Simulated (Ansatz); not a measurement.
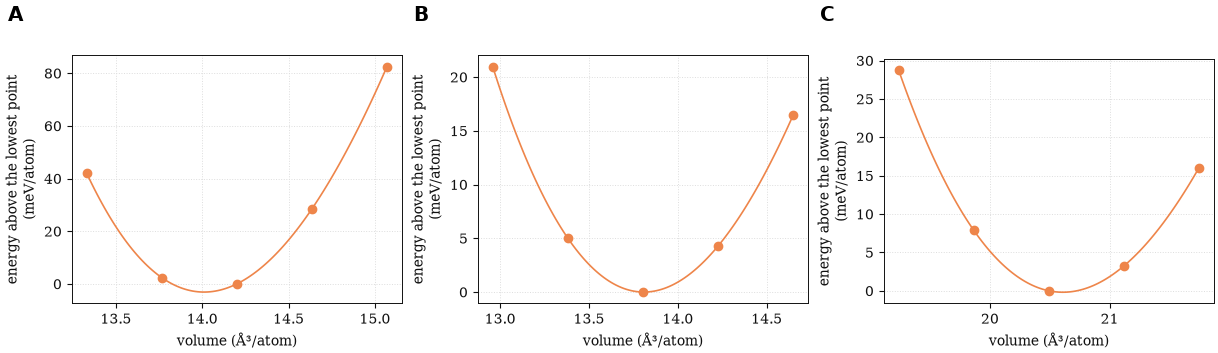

Each panel shows the energy above the lowest point against volume for one of these solids: AlP, F-43m (No. 216); CaO, Fm-3m (No. 225); Ir, Fm-3m (No. 225).

Method: equation of state of a cubic crystal from periodic Kohn-Sham density functional theory without spin, third-order Birch-Murnaghan fit to the free energies; pressure corrected for the finite basis (Ansatz 0.2.0 development build). Level: HSE06.

> Which panel belongs to which solid?

A is Ir (energy above the lowest point from 0.0 meV/atom to 82.5 meV/atom, V0 14.01 Å³/atom, B0 397 GPa); B is CaO (energy above the lowest point from 0.0 meV/atom to 21.0 meV/atom, V0 13.81 Å³/atom, B0 115 GPa); C is AlP (energy above the lowest point from 0.0 meV/atom to 28.7 meV/atom, V0 20.61 Å³/atom, B0 90.5 GPa).

For AlP, limits of the calculation: modest k-mesh, values are not fully converged in k.

For Ir, limits of the calculation: coarse k-mesh, values are not converged in k.
